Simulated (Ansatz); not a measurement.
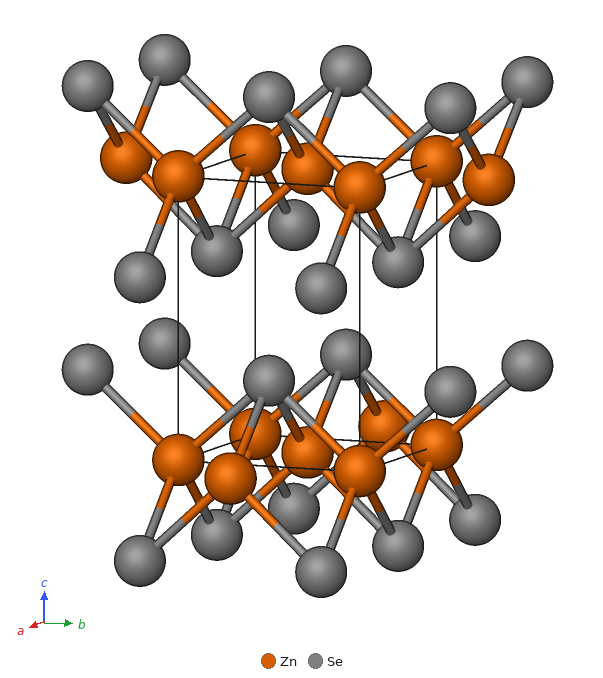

A ball-and-stick picture of a crystal structure, seen slightly off an axis. Thin lines show the simulation cell, with boundary atoms drawn in all their periodic places. Atoms just outside the outline that bond to atoms inside are added.

The run was set up as follows:
```yaml
crystal:
  lattice:
    - [4.0284233514, 0.0, 0.0]
    - [0.0, 4.0284233514, 0.0]
    - [0.0, 0.0, 5.862136995]
  atoms:
    - { symbol: Zn, position: [0.0, 0.0, 0.0027695] }
    - { symbol: Zn, position: [0.5, 0.5, 0.0027695] }
    - { symbol: Se, position: [0.0, 0.5, 0.3016213279] }
    - { symbol: Se, position: [0.5, 0.0, 0.692839672] }
basis:
  ecutwfc: 420
kpoints:
  mp_grid: { grid: [8, 8, 6] }
hamiltonian:
  xc: pbe
scf:
  occupations: { method: gaussian, width: 0.02 }
output:
  forces: true
  stress: true
  eigenvalues: true
```
Run as:
```sh
ansatz run input.yaml --threads 1 --pin off --max-ram 1331MiB --backend cpu --events-out ev --progress --plain --runs-dir out
```

Electronic-structure method: Ansatz, DFT PBE, scalar-relativistic, plane waves, PAW. Parameters: a 420 eV plane-wave basis, 8×8×6 k-mesh, Gaussian smearing of 0.02 eV, no spin polarisation.

Metal or not?

A semiconductor at this level, with a gap of 0.85 eV on the k-mesh (the true edges may lie between mesh points, so the gap can be somewhat smaller).

State the hydrostatic pressure.

The computed pressure is -5.3 GPa (stretched: it would shrink). The stress isn't hydrostatic: its largest component is 11.0 GPa.

The structure comes from a structure listed in the Materials Project. The cell was then strained or its atoms displaced on purpose. A calculation with Ansatz used it as input.

At this level of theory the cell isn't at rest (stretched, at -5 GPa and forces up to 2.3 eV/Å), so its distances can differ from those at equilibrium, the more so the softer the solid.
